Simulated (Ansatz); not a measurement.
## Geometry relaxation, with input and output: Zn24O23 (charge +1) (part 4 of 4)

Continued. System: Zn24O23 (defect cell, 47 atoms in the cell, total charge +1). Method: DFT PBE, scalar-relativistic, plane waves, PAW, spin-polarised (Ansatz 0.2.0); cutoff 420 eV, 2×2×2 k-mesh, Gaussian smearing of 0.01 eV, collinear spins. The structure derives from a Materials Project entry. It belongs to a series of runs on one base structure; here: O vacancy (site b), charge +1, atoms relaxed at the host's cell.

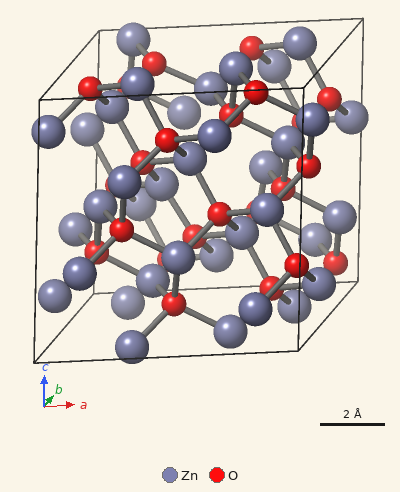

The geometry at step 4 of the log (ball-and-stick view of the cell of the calculation, seen slightly off an axis).

**Trajectory as extended XYZ, continued**
```
47
Lattice="-3.2794 5.6801 5.2932 -3.2794 -5.6801 5.2932 6.5588 -0.0000 5.2932" Properties=species:S:1:pos:R:3:forces:R:3 step=2 energy=-92722.62674
Zn    0.0000   -1.8934    8.0515    0.0000   0.0000  -0.6971
Zn   -1.6394    0.9538    7.9492   -0.0265   0.0887  -0.0512
Zn    1.6497   -4.7412    7.9198    0.0736   0.0288   0.0014
Zn    3.2854   -1.8972    7.9492    0.0901  -0.0214  -0.0512
Zn   -3.2911   -1.8981    7.9198   -0.0119  -0.0782   0.0014
Zn    1.6334    0.9434    2.6559   -0.0635  -0.0673  -0.0512
Zn    1.6414    0.9592    7.9198   -0.0618   0.0494   0.0014
Zn   -4.9166    0.9387    7.9347    0.0076   0.0868   0.0388
Zn    0.0056    3.7928    7.9347   -0.0789  -0.0368   0.0388
Zn   -1.6478    0.9485    2.6415    0.0714  -0.0499   0.0388
Zn    3.2794    3.7867    7.9732    0.0000   0.0000   0.0946
Zn    0.0000   -1.8934    2.6505    0.0000   0.0000  -0.0420
Zn   -1.6458   -0.9571    5.3154    0.0574   0.0516  -0.0915
Zn   -3.2964    1.8742    5.3012    0.0713   0.0659   0.0448
Zn    0.0121   -3.7868    5.3154   -0.0734   0.0239  -0.0915
Zn    1.6337   -0.9362    5.3154    0.0160  -0.0755  -0.0915
Zn    1.5518   -0.9941   10.5488    0.5848   0.3476   0.2271
Zn   -3.2688   -3.7979    5.2924    0.0552  -0.0433   0.0388
Zn   -0.0150    1.8898    5.2924   -0.0651  -0.0262   0.0388
Zn    0.0044    1.9082   10.5856    0.0099   0.0694   0.0388
Zn   -1.6146    4.7283    5.3012   -0.0927   0.0288   0.0448
Zn    3.2822    1.9932    5.2556    0.0086  -0.6803   0.2271
Zn   -1.5547   -0.9991   10.5488   -0.5934   0.3327   0.2271
Zn    4.9110   -0.9224    5.3012    0.0214  -0.0947   0.0448
O    -1.6252    0.9192    9.9623    0.1014  -0.2633   0.0416
O     1.6231   -4.7026    9.9351   -0.1825   0.2408  -0.0014
O     3.2483   -1.8922    9.9623   -0.2787   0.0438   0.0416
O    -3.2444   -1.8944    9.9351    0.2998   0.0377  -0.0014
O     1.6563    0.9730    4.6690    0.1773   0.2194   0.0416
O     1.6213    0.9169    9.9351   -0.1173  -0.2785  -0.0014
O    -4.9043    0.9415    9.9476    0.0240   0.0064   0.0138
O    -0.0029    3.8021    9.9476   -0.0175   0.0176   0.0138
O    -1.6516    0.9365    4.6544   -0.0064  -0.0240   0.0138
O     3.2794    3.7867    9.9684    0.0000   0.0000  -0.0594
O     0.0000   -1.8934    4.6610    0.0000   0.0000   0.1038
O    -1.6212   -0.9578    7.3355    0.1607  -0.1090   0.2117
O    -3.2791    1.8897    7.3050    0.0075  -0.0488  -0.0042
O     0.0004   -3.7651    7.3355    0.0141   0.1937   0.2117
O     1.6208   -0.9572    7.3355   -0.1748  -0.0846   0.2117
O     1.6236   -0.9559   12.5623   -0.0781  -0.0752  -0.2655
O    -3.2815   -3.7948    7.2994    0.0021   0.0504  -0.0044
O    -0.0060    1.8992    7.2994    0.0426  -0.0270  -0.0044
O     0.0081    1.8956   12.5927   -0.0447  -0.0234  -0.0044
O    -1.6367    4.7355    7.3050    0.0385   0.0309  -0.0042
O     3.2794    1.9119    7.2691   -0.0261   0.1052  -0.2655
O    -1.6236   -0.9560   12.5623    0.1042  -0.0300  -0.2655
O     4.9158   -0.9451    7.3050   -0.0460   0.0179  -0.0042
47
Lattice="-3.2794 5.6801 5.2932 -3.2794 -5.6801 5.2932 6.5588 -0.0000 5.2932" Properties=species:S:1:pos:R:3:forces:R:3 step=3 energy=-92722.91171
Zn    0.0000   -1.8934    7.8515    0.0000   0.0000  -0.1007
Zn   -1.6403    0.9579    7.9426   -0.0059   0.0068  -0.0309
Zn    1.6569   -4.7342    7.9368   -0.0018   0.0224  -0.0101
Zn    3.2894   -1.8985    7.9426    0.0088   0.0017  -0.0309
Zn   -3.2887   -1.9079    7.9368    0.0203  -0.0097  -0.0101
Zn    1.6303    0.9406    2.6494   -0.0029  -0.0085  -0.0309
Zn    1.6318    0.9620    7.9368   -0.0185  -0.0128  -0.0101
Zn   -4.9202    0.9487    7.9496    0.0130   0.0269  -0.0117
Zn   -0.0012    3.7848    7.9496   -0.0298  -0.0022  -0.0117
Zn   -1.6374    0.9466    2.6564    0.0168  -0.0247  -0.0117
Zn    3.2794    3.7867    7.9495    0.0000   0.0000  -0.0732
Zn    0.0000   -1.8934    2.6536    0.0000   0.0000  -0.0505
Zn   -1.6395   -0.9450    5.2936   -0.0090   0.0094   0.0014
Zn   -3.2827    1.8994    5.2992    0.0102   0.0145   0.0492
Zn   -0.0015   -3.7874    5.2936   -0.0037  -0.0125   0.0014
Zn    1.6410   -0.9477    5.2936    0.0127   0.0031   0.0014
Zn    1.7098   -0.9005   10.6115    0.0468   0.0258   0.0260
Zn   -3.2677   -3.7973    5.3018   -0.0084   0.0093   0.0357
Zn   -0.0150    1.8885    5.3018    0.0123   0.0026   0.0357
Zn    0.0033    1.9088   10.5951   -0.0039  -0.0119   0.0357
Zn   -1.6433    4.7275    5.2992   -0.0177   0.0016   0.0492
Zn    3.2843    1.8096    5.3183   -0.0011  -0.0534   0.0260
Zn   -1.7147   -0.9090   10.6115   -0.0458   0.0277   0.0260
Zn    4.9260   -0.9469    5.2992    0.0075  -0.0161   0.0492
O    -1.6253    0.9316    9.9547   -0.0048   0.0279  -0.0166
O     1.6362   -4.7152    9.9403    0.0124  -0.0117  -0.0040
O     3.2592   -1.8983    9.9547    0.0265  -0.0098  -0.0166
O    -3.2619   -1.8995    9.9403   -0.0163  -0.0049  -0.0040
O     1.6456    0.9666    4.6615   -0.0217  -0.0181  -0.0166
O     1.6256    0.9346    9.9403    0.0040   0.0166  -0.0040
O    -4.9113    0.9390    9.9529    0.0046   0.0051  -0.0003
O     0.0028    3.7973    9.9529   -0.0067   0.0014  -0.0003
O    -1.6503    0.9438    4.6597    0.0021  -0.0065  -0.0003
O     3.2794    3.7867    9.9403    0.0000   0.0000   0.0154
O     0.0000   -1.8934    4.6684    0.0000   0.0000   0.0275
O    -1.6368   -0.9535    7.3254    0.0042   0.0117  -0.0020
O    -3.2825    1.8895    7.3041    0.0038   0.0093  -0.0017
O     0.0045   -3.7807    7.3254   -0.0122  -0.0022  -0.0020
O     1.6323   -0.9458    7.3254    0.0080  -0.0095  -0.0020
O     1.6321   -0.9523   12.5727   -0.0143  -0.0013   0.0363
O    -3.2816   -3.7904    7.3040    0.0069  -0.0117  -0.0109
O    -0.0021    1.8971    7.3040   -0.0136  -0.0001  -0.0109
O     0.0043    1.8933   12.5973    0.0067   0.0118  -0.0109
O    -1.6348    4.7326    7.3041   -0.0100  -0.0014  -0.0017
O     3.2784    1.9028    7.2795    0.0060   0.0130   0.0363
O    -1.6310   -0.9505   12.5727    0.0083  -0.0117   0.0363
O     4.9173   -0.9421    7.3041    0.0062  -0.0080  -0.0017
47
Lattice="-3.2794 5.6801 5.2932 -3.2794 -5.6801 5.2932 6.5588 -0.0000 5.2932" Properties=species:S:1:pos:R:3:forces:R:3 step=4 energy=-92722.92199
Zn    0.0000   -1.8934    7.8018    0.0000   0.0000  -0.0279
Zn   -1.6415    0.9575    7.9353    0.0060  -0.0014   0.0072
Zn    1.6551   -4.7275    7.9421    0.0063  -0.0054   0.0152
Zn    3.2897   -1.8972    7.9353   -0.0042  -0.0045   0.0072
Zn   -3.2820   -1.9096    7.9421   -0.0078  -0.0027   0.0152
Zn    1.6313    0.9397    2.6421   -0.0018   0.0059   0.0072
Zn    1.6269    0.9571    7.9421    0.0016   0.0081   0.0152
Zn   -4.9191    0.9559    7.9523   -0.0089  -0.0093   0.0127
Zn   -0.0080    3.7821    7.9523    0.0125  -0.0030   0.0127
Zn   -1.6317    0.9421    2.6591   -0.0036   0.0124   0.0127
Zn    3.2794    3.7867    7.9368    0.0000   0.0000   0.0021
Zn    0.0000   -1.8934    2.6483    0.0000   0.0000   0.0168
Zn   -1.6390   -0.9411    5.2851   -0.0031   0.0050  -0.0133
Zn   -3.2762    1.9060    5.3046    0.0016   0.0108  -0.0232
Zn   -0.0052   -3.7889    5.2851   -0.0028  -0.0052  -0.0133
Zn    1.6441   -0.9501    5.2851    0.0059   0.0002  -0.0133
Zn    1.7385   -0.8864   10.6277    0.0075   0.0049   0.0044
Zn   -3.2716   -3.7935    5.3080   -0.0055  -0.0016  -0.0112
Zn   -0.0097    1.8900    5.3080    0.0014   0.0056  -0.0112
Zn    0.0020    1.9035   10.6012    0.0041  -0.0040  -0.0112
Zn   -1.6522    4.7298    5.3046   -0.0102  -0.0040  -0.0232
Zn    3.2822    1.7777    5.3345    0.0005  -0.0089   0.0044
Zn   -1.7413   -0.8913   10.6277   -0.0080   0.0041   0.0044
Zn    4.9284   -0.9558    5.3046    0.0086  -0.0068  -0.0232
O    -1.6276    0.9378    9.9481   -0.0009  -0.0007  -0.0047
O     1.6388   -4.7225    9.9448    0.0010   0.0023  -0.0010
O     3.2656   -1.8994    9.9481   -0.0002   0.0011  -0.0047
O    -3.2695   -1.8980    9.9448    0.0015  -0.0020  -0.0010
O     1.6413    0.9616    4.6548    0.0011  -0.0004  -0.0047
O     1.6307    0.9404    9.9448   -0.0024  -0.0003  -0.0010
O    -4.9164    0.9406    9.9546    0.0030   0.0022  -0.0004
O     0.0039    3.7921    9.9546   -0.0034   0.0015  -0.0004
O    -1.6463    0.9474    4.6613    0.0004  -0.0037  -0.0004
O     3.2794    3.7867    9.9366    0.0000   0.0000   0.0010
O     0.0000   -1.8934    4.6682    0.0000   0.0000   0.0031
O    -1.6412   -0.9499    7.3154    0.0094  -0.0015   0.0064
O    -3.2824    1.8920    7.3048    0.0013   0.0028   0.0064
O     0.0035   -3.7864    7.3154   -0.0034   0.0089   0.0064
O     1.6377   -0.9438    7.3154   -0.0060  -0.0074   0.0064
O     1.6368   -0.9492   12.5851    0.0021   0.0031  -0.0006
O    -3.2805   -3.7901    7.3050    0.0020  -0.0014   0.0037
O    -0.0024    1.8960    7.3050   -0.0023  -0.0010   0.0037
O     0.0035    1.8941   12.5982    0.0002   0.0025   0.0037
O    -1.6370    4.7314    7.3048   -0.0031  -0.0003   0.0064
O     3.2787    1.8971    7.2919    0.0016  -0.0033  -0.0006
O    -1.6361   -0.9479   12.5851   -0.0037   0.0003  -0.0006
O     4.9195   -0.9434    7.3048    0.0018  -0.0025   0.0064
47
Lattice="-3.2794 5.6801 5.2932 -3.2794 -5.6801 5.2932 6.5588 -0.0000 5.2932" Properties=species:S:1:pos:R:3:forces:R:3 step=5 energy=-92722.92274
Zn    0.0000   -1.8934    7.7801    0.0000   0.0000  -0.0064
Zn   -1.6411    0.9566    7.9342   -0.0005   0.0021   0.0000
Zn    1.6553   -4.7272    7.9462    0.0009  -0.0010  -0.0001
Zn    3.2887   -1.8971    7.9342    0.0020  -0.0006   0.0000
Zn   -3.2818   -1.9099    7.9462   -0.0013  -0.0003  -0.0001
Zn    1.6318    0.9405    2.6409   -0.0016  -0.0014   0.0000
Zn    1.6266    0.9571    7.9462    0.0004   0.0013  -0.0001
Zn   -4.9205    0.9555    7.9540    0.0005   0.0007  -0.0009
Zn   -0.0070    3.7811    7.9540   -0.0009   0.0001  -0.0009
Zn   -1.6314    0.9435    2.6608    0.0004  -0.0008  -0.0009
Zn    3.2794    3.7867    7.9350    0.0000   0.0000  -0.0031
Zn    0.0000   -1.8934    2.6521    0.0000   0.0000   0.0001
Zn   -1.6416   -0.9394    5.2808    0.0013  -0.0017  -0.0002
Zn   -3.2756    1.9084    5.3038   -0.0003  -0.0006   0.0017
Zn   -0.0053   -3.7920    5.2808    0.0008   0.0020  -0.0002
Zn    1.6469   -0.9486    5.2808   -0.0021  -0.0003  -0.0002
Zn    1.7415   -0.8849   10.6313   -0.0012  -0.0016   0.0012
Zn   -3.2730   -3.7924    5.3081   -0.0001   0.0004  -0.0003
Zn   -0.0081    1.8907    5.3081    0.0004  -0.0001  -0.0003
Zn    0.0017    1.9017   10.6013   -0.0003  -0.0002  -0.0003
Zn   -1.6546    4.7292    5.3038    0.0006   0.0001   0.0017
Zn    3.2819    1.7743    5.3381   -0.0007   0.0018   0.0012
Zn   -1.7441   -0.8894   10.6313    0.0020  -0.0003   0.0012
Zn    4.9302   -0.9575    5.3038   -0.0004   0.0005   0.0017
O    -1.6272    0.9368    9.9463    0.0006   0.0018  -0.0008
O     1.6386   -4.7231    9.9471    0.0014  -0.0016  -0.0013
O     3.2645   -1.8992    9.9463    0.0013  -0.0014  -0.0008
O    -3.2699   -1.8975    9.9471   -0.0021  -0.0004  -0.0013
O     1.6420    0.9625    4.6531   -0.0019  -0.0004  -0.0008
O     1.6314    0.9406    9.9471    0.0007   0.0021  -0.0013
O    -4.9180    0.9403    9.9553   -0.0019   0.0005   0.0005
O     0.0050    3.7909    9.9553    0.0005  -0.0019   0.0005
O    -1.6458    0.9489    4.6621    0.0013   0.0014   0.0005
O     3.2794    3.7867    9.9349    0.0000   0.0000  -0.0002
O     0.0000   -1.8934    4.6716    0.0000   0.0000   0.0006
O    -1.6432   -0.9496    7.3126    0.0017  -0.0006   0.0013
O    -3.2829    1.8926    7.3060   -0.0002  -0.0012  -0.0001
O     0.0043   -3.7883    7.3126   -0.0003   0.0017   0.0013
O     1.6389   -0.9422    7.3126   -0.0013  -0.0011   0.0013
O     1.6379   -0.9490   12.5875   -0.0002   0.0006   0.0032
O    -3.2803   -3.7893    7.3058    0.0005   0.0002  -0.0012
O    -0.0018    1.8955    7.3058   -0.0001  -0.0005  -0.0012
O     0.0027    1.8938   12.5990   -0.0004   0.0003  -0.0012
O    -1.6373    4.7307    7.3060    0.0011   0.0004  -0.0001
O     3.2783    1.8961    7.2943    0.0006  -0.0002   0.0032
O    -1.6368   -0.9471   12.5875   -0.0004  -0.0004   0.0032
O     4.9202   -0.9432    7.3060   -0.0010   0.0008  -0.0001
```

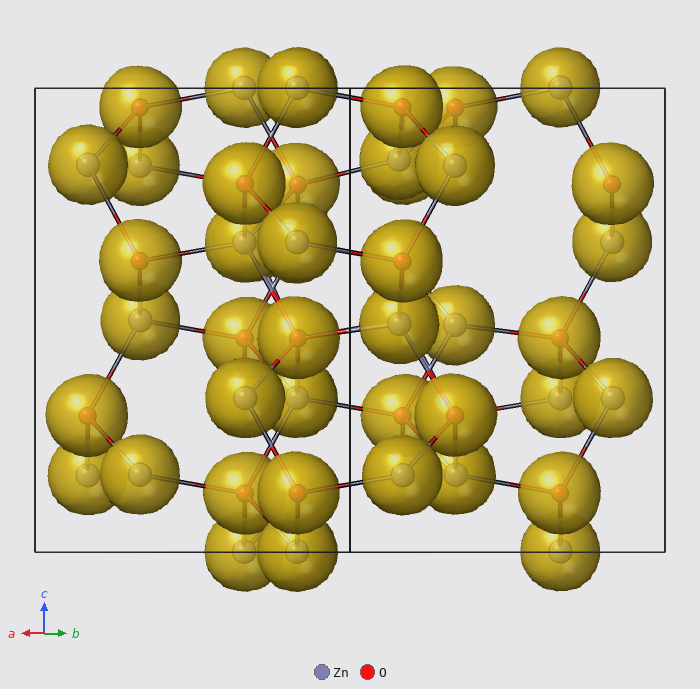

Isosurface of the valence charge density (pseudo) at 1 e/Å³ (yellow), seen along [110]. Sticks mark near contacts. The outline is the calculation cell. At this value the density breaks into separate islands; it holds about 70 % of the electrons treated as valence. It is pinched off along the Zn–O (1.95 Å) and Zn–O (1.99 Å) contacts. On the grid the lowest density along these lines, outside the cores, is 0.63 e/Å³ (Zn–O, 1.95 Å) and 0.56 e/Å³ (Zn–O, 1.99 Å). Core electrons are frozen (PAW), so the fields are smoothed inside the atomic spheres.

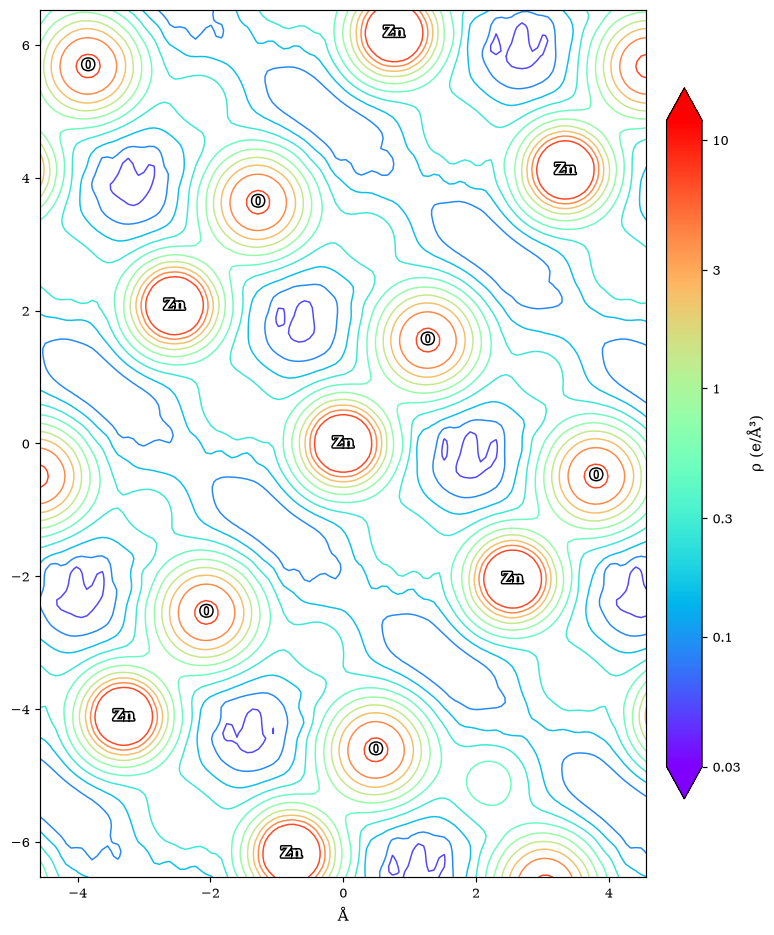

Valence electron density on the (11̄0) plane of the calculation cell. Atoms in the plane: Zn and O. Zn–O (2.01 Å): the density is about 0.55 e/Å³ at the midpoint. Away from the nuclei the density in this plane falls to 0.03 e/Å³ at its lowest.

**Key numbers**

| quantity | value |
| --- | --- |
| outcome | converged |
| electrons treated | 425 |
| free energy | −92722.9227 eV |
| Fermi energy | 7.693 eV |
| gap on the k-point mesh | 0.30 eV |
| net moment of the cell | 1.00 μB |
| integrated absolute moment | 1.05 μB |
| final volume | 591.59 Å³ |
| largest force (length of the vector) at the end | 0.006 eV/Å |
| hardware | 4 threads of Arm Neoverse V2, 24 GiB of memory available, shared host |
| wall time | 3.5 min (CPU time 13 min) |
| peak memory | 3 GiB |
